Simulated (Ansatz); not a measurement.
**B: density, localisation and related maps**

Input

```
crystal:
  lattice:
    - [1.8534471422, 0.0, 0.0]
    - [0.0, 1.8534471422, 0.0]
    - [0.0, 0.0, 1.8534471422]
  atoms:
    - { symbol: B, position: [0.0, 0.0, 0.0] }
hamiltonian:
  xc: blyp
  pseudopotentials:
    kind: paw
    azcp:
      B: "pseudopotentials/B.paw.azcp"
basis:
  ecutwfc: 420
  fft_grid_basis: typed
kpoints:
  mp_grid: { grid: [18, 18, 18], shift: [0, 0, 0] }
magnetization:
  spin_polarized: false
scf:
  occupations: { method: fermi_dirac, width: 0.1 }
  lower_state_search: "off"
output:
  stress: true
  write_density: true
  write_potential: true
  elf: true
  volumetric_format: npy
```

Below, planes, directions and counts refer to the conventional cell (a = 1.85 Å, b = 1.85 Å, c = 1.85 Å, α = 90.00°, β = 90.00°, γ = 90.00°).

Space group Pm-3m; set up as B, simple cubic; a generated structure, not necessarily the stable one; changed on purpose from its base cell (volume × 0.92); computed pressure about 21 GPa in this cell; computed without spin polarisation.

Computed with Ansatz 0.2.0, DFT, BLYP, plane waves (420 eV) with PAW, scalar-relativistic.

Core electrons are frozen (PAW), and the valence fields are smoothed inside the atomic spheres.

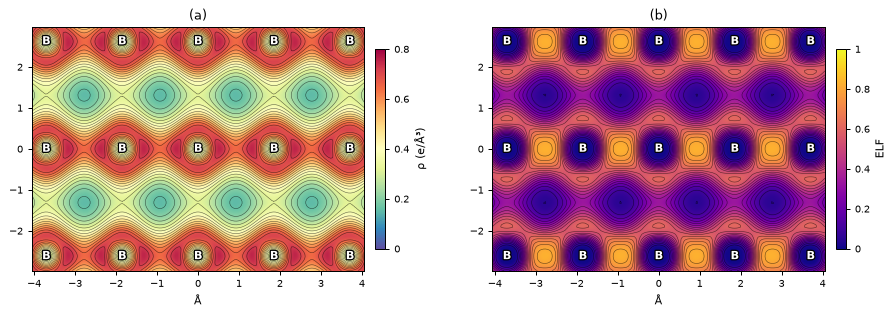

Figure 1. (a) valence pseudo-density; (b) electron localisation function on the (110) plane of the conventional cell.

Interpret the plot.

The plane passes through B nuclei.
B–B (1.85 Å): ρ at the midpoint is about 0.65 e/Å³; the ELF peaks at about 0.85 between the atoms.
Between the atoms the lowest density in this plane is 0.15 e/Å³.

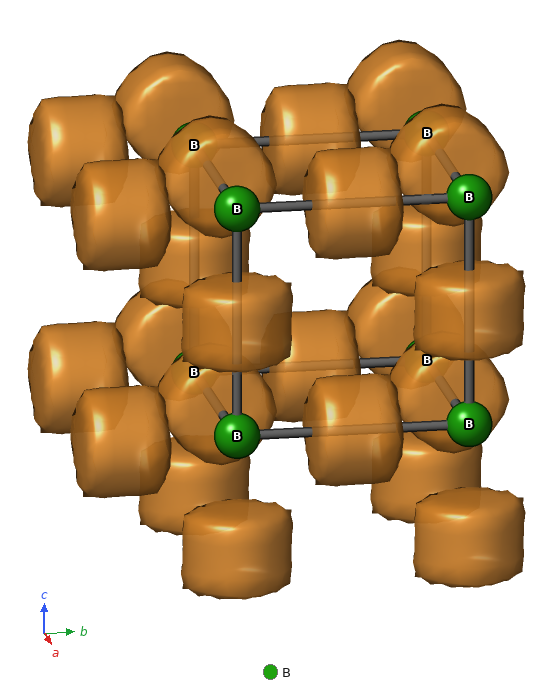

Figure 2. Isosurface of the ELF at 0.65 (orange), seen slightly off an axis. Core shells and regions of very low density are left out. Sticks mark near contacts.

Identify the bonds, lone pairs and shells in this picture.

At this value the surface marks out three regions between bonded B–B atoms, counted in one cell of 1 atoms. Any copies at cell faces, edges or corners count once.

Does the calculation give a band gap?

It is gapless in this calculation (a metal or semimetal).
